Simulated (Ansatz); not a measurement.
ZrSi₂: geometry relaxation (part 1 of 2)

ZrSi₂ (Cmcm, 6 atoms in the cell), computed with DFT PBE, scalar-relativistic, plane waves, PAW, no spin polarisation (Ansatz 0.2.0).

The structure derives from an entry of the Crystallography Open Database. Figures and captions count atoms from 1; the log counts them from 0 in places.

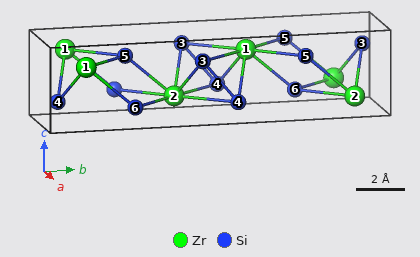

**Figure 1.** The starting structure (ball-and-stick view of the cell 2 times as large as that of the calculation, set on its symmetry axes, seen slightly off an axis; atoms are numbered from 1 in the order of the input). An atom can appear more than once, as a periodic image.

**The input**
```yaml
crystal:
  lattice:
    - [1.853, -7.3675, 0.0]
    - [1.853, 7.3675, 0.0]
    - [0.0, 0.0, 3.672]
  atoms:
    - { symbol: Zr, position: [0.8946, 0.1054, 0.75] }
    - { symbol: Zr, position: [0.1054, 0.8946, 0.25] }
    - { symbol: Si, position: [0.5522, 0.4478, 0.75] }
    - { symbol: Si, position: [0.4478, 0.5522, 0.25] }
    - { symbol: Si, position: [0.2496, 0.7504, 0.75] }
    - { symbol: Si, position: [0.7504, 0.2496, 0.25] }
basis:
  ecutwfc: 420
kpoints:
  mp_grid: { grid: [10, 10, 10] }
hamiltonian:
  xc: pbe
scf:
  occupations: { method: gaussian, width: 0.1 }
output:
  forces: true
  stress: true
  eigenvalues: true
  write_density: true
  write_potential: true
  elf: true
  volumetric_format: npy
relax:
  adjacent_minimum: "off"
  f_tol: 0.005
  max_steps: 80
  cell: { stress_tol: 0.05 }
```

Machine: 1 thread of AMD EPYC (Zen 3), 192 GiB of memory available, shared host.

Launched with:
```bash
ansatz run input.yaml --threads 1 --pin off --max-ram 2560MiB --backend cpu --events-out ev --progress --plain --runs-dir out
```

**Output**
```
basis.fft_grid_basis auto: the FFT boxes are laid along the combinations [[1, 1, 0], [0, 1, 0], [0, 0, 1]] of the cell's own vectors, 3.706, 7.597 and 3.672 Å long. The dense box has 25×54×25 points. Along the cell's own vectors, as sized, it would have 54×54×25, 2.16 times as many. Of the 8 symmetry operations that the crystal satisfies within crystal.symmetry.tolerance (time reversal apart; of a slab, those that keep its plane) the dense box along the cell's own vectors carries 8, and the one as laid loses 4 of those. basis.fft_grid_basis: typed keeps the cell's own vectors: state it where this run's energies or levels are differenced outside the engine with another run's, or held beside a run that keeps those vectors. Those combinations have planes normal to reciprocal vector 3, as the cell's own vectors have. Each planar average written beside output.write_density, output.write_potential has a row for each plane of the box: 25. The volumetric files lie along those combinations, not along the cell's own vectors: a cube or XSF file states them, and fields.json those of NumPy files.
Engine: ansatz 0.2.0, x86_64-unknown-linux-gnu
Pseudopotentials: kind: paw
Pseudopotential: Zr, paw, valence charge 12, recommended cutoff 420 eV (normal), Zr.paw.azcp
Pseudopotential: Si, paw, valence charge 4, recommended cutoff 420 eV (normal), Si.paw.azcp
Functional definition: PBE
  parameter kappa = 0.804
  parameter beta = 0.06672455060314922
  exchange = pbe_x(kappa = kappa, mu = beta*pi^2/3)
  correlation = pbe_c(beta = beta)
Crystal: 6 atoms, lattice volume = 100.260 Å³
Basis set: ecut = 420 eV, 1963 PW (Γ), FFT grids on a1+a2, a2, a3, exchange–correlation on 50×108×50 points (8 copies of the dense FFT grid, shifted against one another)
Bands: 26, of which v1, the nominal top of the filled ones, is band 20 counted from 1 (19 counted from 0)
Symmetry: 8 space group operations
Space group: Cmcm (ITA 63), of the structure as read, at distance tolerance 4.6e-5 Å
k-points: 186 of 1000
Non-local potential: Zr, projectors of the file, l = 0: 3, l = 1: 2, l = 2: 2, l = 3: 2
Non-local potential: Si, projectors of the file, l = 0: 2, l = 1: 2, l = 2: 2
PAW form: soft (Blöchl's): semilocal exchange-correlation on the pseudo side does not see the compensation charge
PAW one-centre angular grid: Zr, 590 points (default); XC on 64 Gauss nodes
PAW one-centre angular grid: Si, 110 points (default); XC on 64 Gauss nodes
Initial density: superposition of atomic densities (neutral atoms: chi_scale 0, normalization atom), corrected by the library's trained network
Initial wavefunctions: pseudopotential atomic-orbital guess
Functional: x = pbe(κ = 0.804, μ = 0.2195149727645171), c = pbe(β = 0.06672455060314922)
SCF iter   1: F=—  HF=-10914.898826 eV  |F-HF|=—  |Δ(HF+E_count)|=         —  Δρ=2.85e-3  dr2=9.62e-3  ethr=1.77e-3  ⟨swp⟩=6.1  Hψ=24311  notcnv=0
preconditioner: auto → Kerker (q_TF=auto, 2.341 Å⁻¹)  [metal: Δε(μ)=0.015 eV  Ē_g=6.617 eV  σ=0.100 eV  W_gap=0.09  n_scr=18 (ndim 8)  ℏωp=18.2 eV  f_vac=0.000  D(μ)=1.31/eV (n_scr^D=2)]
SCF iter   2: F=—  HF=-10914.898738 eV  |F-HF|=—  |Δ(HF+E_count)|=   8.85e-5  Δρ=1.48e-3  dr2=2.11e-3  ethr=2.40e-5  ⟨swp⟩=1.8  Hψ=7814  notcnv=0
SCF iter   3: F=—  HF=-10914.899158 eV  |F-HF|=—  |Δ(HF+E_count)|=   4.20e-4  Δρ=3.30e-4  dr2=1.16e-4  ethr=5.28e-6  ⟨swp⟩=2.3  Hψ=6417  notcnv=0
SCF iter   4: F=—  HF=-10914.899166 eV  |F-HF|=—  |Δ(HF+E_count)|=   7.62e-6  Δρ=5.15e-5  dr2=6.25e-6  ethr=2.89e-7  ⟨swp⟩=2.4  Hψ=7786  notcnv=0
SCF iter   5: F=—  HF=-10914.899156 eV  |F-HF|=—  |Δ(HF+E_count)|=   9.62e-6  Δρ=1.68e-5  dr2=3.65e-7  ethr=1.56e-8  ⟨swp⟩=2.2  Hψ=6592  notcnv=0
SCF iter   6: F=-10914.899156 eV  HF=-10914.899156 eV  |F-HF|=3.25e-9  |Δ(HF+E_count)|=   1.69e-8  Δρ=2.50e-6  dr2=9.85e-9  ethr=2.50e-10  ⟨swp⟩=12.2  Hψ=33288  notcnv=0
SCF 1 converged in 6 iterations: F = -10914.899156 eV  dr2 = 9.85e-9
  greatest PAW one-centre occupation: 0.996 electrons in one spin orbital (limit 2), on the Zr atom at site 1 (counted from 0), in its partial waves of l = 0
relax step   1: F+E_penalty+E_count = -10914.89915625 eV  Δ(F+E_penalty+E_count) = +0.000e0 eV  max|allowed force component| = 1.837e-1 eV/Å  Δτ_max = 0.0000 Å  P = +0.795 GPa  Ω = 100.260 Å³  (6 SCF iters, dr2 threshold 1.00e-7 eV, accepted)
Crystal: 6 atoms, lattice volume = 101.282 Å³
Basis set: ecut = 420 eV, 1991 PW (Γ), FFT grids on a1+a2, a2, a3, exchange–correlation on 50×108×50 points (8 copies of the dense FFT grid, shifted against one another)
Initial density: handed on by an earlier stage of this run
Initial wavefunctions: those handed on with the density
iter 1 solved again at ethr=5.37e-6 eV; its pass at ethr=3.10e-3 eV (dr2=2.15e-3 eV) is discarded
SCF iter   1: F=—  HF=-10914.902330 eV  |F-HF|=—  |Δ(HF+E_count)|=         —  Δρ=1.20e-3  dr2=2.35e-3  ethr=5.37e-6  ⟨swp⟩=2.0  Hψ=26156  notcnv=0
preconditioner: auto → Kerker (q_TF=auto, 2.337 Å⁻¹)  [metal: Δε(μ)=0.011 eV  Ē_g=6.594 eV  σ=0.100 eV  W_gap=0.06  n_scr=18 (ndim 8)  ℏωp=18.1 eV  f_vac=0.000  D(μ)=1.40/eV (n_scr^D=2)]
SCF iter   2: F=—  HF=-10914.901824 eV  |F-HF|=—  |Δ(HF+E_count)|=   5.06e-4  Δρ=6.93e-4  dr2=7.77e-4  ethr=5.37e-6  ⟨swp⟩=1.2  Hψ=4935  notcnv=0
SCF iter   3: F=—  HF=-10914.901563 eV  |F-HF|=—  |Δ(HF+E_count)|=   2.61e-4  Δρ=1.07e-4  dr2=1.79e-5  ethr=1.94e-6  ⟨swp⟩=2.1  Hψ=6597  notcnv=0
SCF iter   4: F=—  HF=-10914.901553 eV  |F-HF|=—  |Δ(HF+E_count)|=   1.02e-5  Δρ=3.29e-5  dr2=1.10e-6  ethr=4.48e-8  ⟨swp⟩=2.1  Hψ=6839  notcnv=0
SCF iter   5: F=-10914.901553 eV  HF=-10914.901553 eV  |F-HF|=1.42e-8  |Δ(HF+E_count)|=   6.44e-8  Δρ=5.54e-6  dr2=4.67e-8  ethr=1.50e-9  ⟨swp⟩=9.5  Hψ=34032  notcnv=0
SCF 2 converged in 5 iterations: F = -10914.901553 eV  dr2 = 4.67e-8
relax step   2: F+E_penalty+E_count = -10914.90155333 eV  Δ(F+E_penalty+E_count) = -2.397e-3 eV  max|allowed force component| = 7.892e-2 eV/Å  Δτ_max = 0.0142 Å  P = -0.480 GPa  Ω = 101.282 Å³  energy of the carried Pulay correction = -1.832e-4 eV  (5 SCF iters, dr2 threshold 6.00e-7 eV, accepted)
Crystal: 6 atoms, lattice volume = 100.861 Å³
Basis set: ecut = 420 eV, 1979 PW (Γ), FFT grids on a1+a2, a2, a3, exchange–correlation on 50×108×50 points (8 copies of the dense FFT grid, shifted against one another)
iter 1 solved again at ethr=1.75e-6 eV; its pass at ethr=3.10e-3 eV (dr2=7.00e-4 eV) is discarded
SCF iter   1: F=—  HF=-10914.904552 eV  |F-HF|=—  |Δ(HF+E_count)|=         —  Δρ=6.00e-4  dr2=7.79e-4  ethr=1.75e-6  ⟨swp⟩=2.1  Hψ=25672  notcnv=0
preconditioner: auto → Kerker (q_TF=auto, 2.339 Å⁻¹)  [metal: Δε(μ)=0.011 eV  Ē_g=6.601 eV  σ=0.100 eV  W_gap=0.06  n_scr=18 (ndim 8)  ℏωp=18.1 eV  f_vac=0.000  D(μ)=1.36/eV (n_scr^D=2)]
SCF iter   2: F=—  HF=-10914.904402 eV  |F-HF|=—  |Δ(HF+E_count)|=   1.50e-4  Δρ=3.18e-4  dr2=2.21e-4  ethr=1.75e-6  ⟨swp⟩=2.1  Hψ=6061  notcnv=0
SCF iter   3: F=—  HF=-10914.904343 eV  |F-HF|=—  |Δ(HF+E_count)|=   5.81e-5  Δρ=6.52e-5  dr2=8.30e-6  ethr=5.52e-7  ⟨swp⟩=2.1  Hψ=6224  notcnv=0
SCF iter   4: F=-10914.904342 eV  HF=-10914.904342 eV  |F-HF|=5.16e-9  |Δ(HF+E_count)|=   1.93e-6  Δρ=1.25e-5  dr2=1.44e-7  ethr=1.50e-9  ⟨swp⟩=8.0  Hψ=36115  notcnv=0
SCF 3 converged in 4 iterations: F = -10914.904342 eV  dr2 = 1.44e-7
relax step   3: F+E_penalty+E_count = -10914.90434153 eV  Δ(F+E_penalty+E_count) = -2.788e-3 eV  max|allowed force component| = 4.113e-2 eV/Å  Δτ_max = 0.0080 Å  P = -0.043 GPa  Ω = 100.861 Å³  energy of the carried Pulay correction = -1.079e-4 eV  (4 SCF iters, dr2 threshold 6.00e-7 eV, accepted)
Crystal: 6 atoms, lattice volume = 100.769 Å³
iter 1 solved again at ethr=6.61e-7 eV; its pass at ethr=3.10e-3 eV (dr2=2.64e-4 eV) is discarded
SCF iter   1: F=—  HF=-10914.904592 eV  |F-HF|=—  |Δ(HF+E_count)|=         —  Δρ=2.80e-4  dr2=2.71e-4  ethr=6.61e-7  ⟨swp⟩=2.2  Hψ=23037  notcnv=0
preconditioner: auto → Kerker (q_TF=auto, 2.339 Å⁻¹)  [metal: Δε(μ)=0.011 eV  Ē_g=6.604 eV  σ=0.100 eV  W_gap=0.06  n_scr=18 (ndim 8)  ℏωp=18.1 eV  f_vac=0.000  D(μ)=1.37/eV (n_scr^D=2)]
SCF iter   2: F=—  HF=-10914.904558 eV  |F-HF|=—  |Δ(HF+E_count)|=   3.36e-5  Δρ=1.43e-4  dr2=7.08e-5  ethr=6.61e-7  ⟨swp⟩=1.2  Hψ=4911  notcnv=0
SCF iter   3: F=—  HF=-10914.904544 eV  |F-HF|=—  |Δ(HF+E_count)|=   1.41e-5  Δρ=3.12e-5  dr2=3.57e-6  ethr=1.77e-7  ⟨swp⟩=2.0  Hψ=5594  notcnv=0
SCF iter   4: F=—  HF=-10914.904543 eV  |F-HF|=—  |Δ(HF+E_count)|=   5.29e-7  Δρ=7.67e-6  dr2=1.06e-7  ethr=8.94e-9  ⟨swp⟩=2.1  Hψ=6209  notcnv=0
SCF iter   5: F=-10914.904543 eV  HF=-10914.904543 eV  |F-HF|=6.82e-10  |Δ(HF+E_count)|=   7.74e-9  Δρ=1.38e-6  dr2=2.69e-9  ethr=2.64e-10  ⟨swp⟩=8.1  Hψ=29145  notcnv=0
SCF 4 converged in 5 iterations: F = -10914.904543 eV  dr2 = 2.69e-9
relax step   4: F+E_penalty+E_count = -10914.90454338 eV  Δ(F+E_penalty+E_count) = -2.018e-4 eV  max|allowed force component| = 7.767e-3 eV/Å  Δτ_max = 0.0047 Å  P = +0.017 GPa  Ω = 100.769 Å³  energy of the carried Pulay correction = -9.154e-5 eV  (5 SCF iters, dr2 threshold 1.06e-7 eV, accepted)
Crystal: 6 atoms, lattice volume = 100.792 Å³
iter 1 solved again at ethr=6.64e-8 eV; its pass at ethr=3.10e-3 eV (dr2=2.66e-5 eV) is discarded
SCF iter   1: F=—  HF=-10914.904553 eV  |F-HF|=—  |Δ(HF+E_count)|=         —  Δρ=7.52e-5  dr2=2.76e-5  ethr=6.64e-8  ⟨swp⟩=2.4  Hψ=24967  notcnv=0
preconditioner: auto → Kerker (q_TF=auto, 2.339 Å⁻¹)  [metal: Δε(μ)=0.014 eV  Ē_g=6.604 eV  σ=0.100 eV  W_gap=0.08  n_scr=18 (ndim 8)  ℏωp=18.1 eV  f_vac=0.000  D(μ)=1.37/eV (n_scr^D=2)]
SCF iter   2: F=—  HF=-10914.904553 eV  |F-HF|=—  |Δ(HF+E_count)|=   6.71e-7  Δρ=4.15e-5  dr2=8.48e-6  ethr=6.64e-8  ⟨swp⟩=1.0  Hψ=4844  notcnv=0
SCF iter   3: F=—  HF=-10914.904549 eV  |F-HF|=—  |Δ(HF+E_count)|=   3.68e-6  Δρ=8.77e-6  dr2=4.35e-7  ethr=2.12e-8  ⟨swp⟩=1.8  Hψ=5232  notcnv=0
SCF iter   4: F=—  HF=-10914.904549 eV  |F-HF|=—  |Δ(HF+E_count)|=   9.35e-8  Δρ=2.76e-6  dr2=1.88e-8  ethr=1.09e-9  ⟨swp⟩=1.8  Hψ=5279  notcnv=0
SCF iter   5: F=-10914.904549 eV  HF=-10914.904549 eV  |F-HF|=1.09e-9  |Δ(HF+E_count)|=   2.59e-9  Δρ=8.51e-7  dr2=1.59e-9  ethr=2.23e-11  ⟨swp⟩=7.0  Hψ=24888  notcnv=0
SCF 5 converged in 5 iterations: F = -10914.904549 eV  dr2 = 1.59e-9
relax step   5: F+E_penalty+E_count = -10914.90454899 eV  Δ(F+E_penalty+E_count) = -5.615e-6 eV  max|allowed force component| = 1.838e-3 eV/Å  Δτ_max = 0.0010 Å  P = -0.006 GPa  Ω = 100.792 Å³  energy of the carried Pulay correction = -9.570e-5 eV  (5 SCF iters, dr2 threshold 8.94e-9 eV, accepted)
Initial wavefunctions: pseudopotential atomic-orbital guess (no wavefunctions were taken with the density)
iter 1 solved again at ethr=1.07e-7 eV; its pass at ethr=3.10e-3 eV (dr2=4.27e-5 eV) is discarded
SCF iter   1: F=—  HF=-10914.904649 eV  |F-HF|=—  |Δ(HF+E_count)|=         —  Δρ=8.16e-6  dr2=5.42e-9  ethr=1.07e-7  ⟨swp⟩=3.1  Hψ=38651  notcnv=0
eigensolver tolerance schedule: the retry pair's looser diagonalisation over-reported the residual by 7892.82 of it (diagonalisation noise at 0.37 of the residual, at the tolerance the schedule requests for it); recorded, not acted on — ethr = c·dr2/N_el stays at c = 1.0e-1
SCF iter   2: F=—  HF=-10914.904650 eV  |F-HF|=—  |Δ(HF+E_count)|=   1.33e-6  Δρ=4.27e-6  dr2=2.04e-9  ethr=1.35e-11  ⟨swp⟩=2.6  Hψ=8912  notcnv=0
SCF iter   3: F=—  HF=-10914.904650 eV  |F-HF|=—  |Δ(HF+E_count)|=   3.41e-8  Δρ=1.32e-6  dr2=2.56e-10  ethr=5.09e-12  ⟨swp⟩=2.3  Hψ=8111  notcnv=0
SCF iter   4: F=-10914.904650 eV  HF=-10914.904650 eV  |F-HF|=1.82e-12  |Δ(HF+E_count)|=   3.24e-9  Δρ=7.16e-8  dr2=4.85e-12  ethr=1.00e-12  ⟨swp⟩=7.4  Hψ=25251  notcnv=0
SCF 6 converged in 4 iterations: F = -10914.904650 eV  dr2 = 4.85e-12
relax step   6: F+E_penalty+E_count = -10914.90464996 eV  Δ(F+E_penalty+E_count) = -1.010e-4 eV  max|allowed force component| = 1.834e-3 eV/Å  Δτ_max = 0.0000 Å  P = -0.005 GPa  Ω = 100.792 Å³  stress off target by 3.34e-2 GPa  SCF on the basis re-selected at this cell (its energy is not comparable with the rows above)  (4 SCF iters)
```

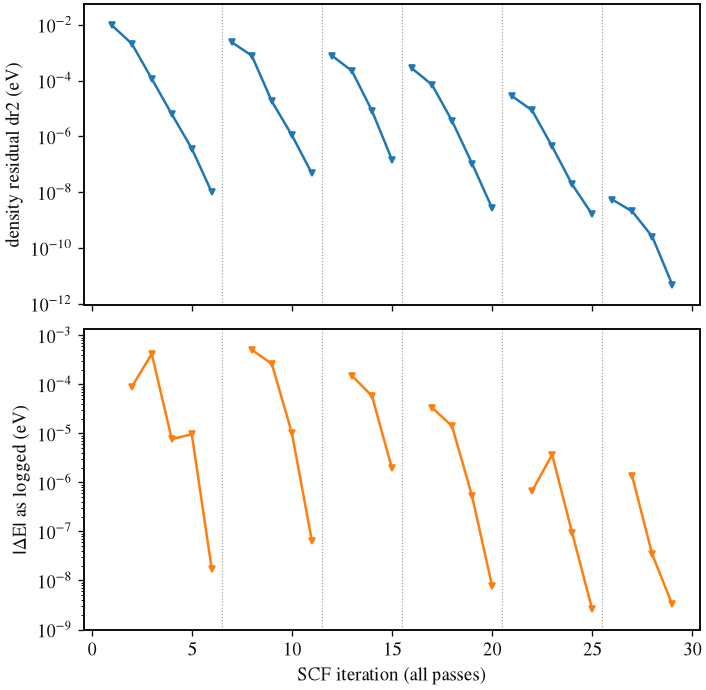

**Figure 2.** Convergence of the self-consistent field: density residual dr2 and size of the energy change against the SCF iteration. The dotted lines part the SCF passes of the relaxation: geometry steps, rejected trials and re-solves on a re-selected basis. The 6 passes take 4 to 6 iterations each, 29 in all.
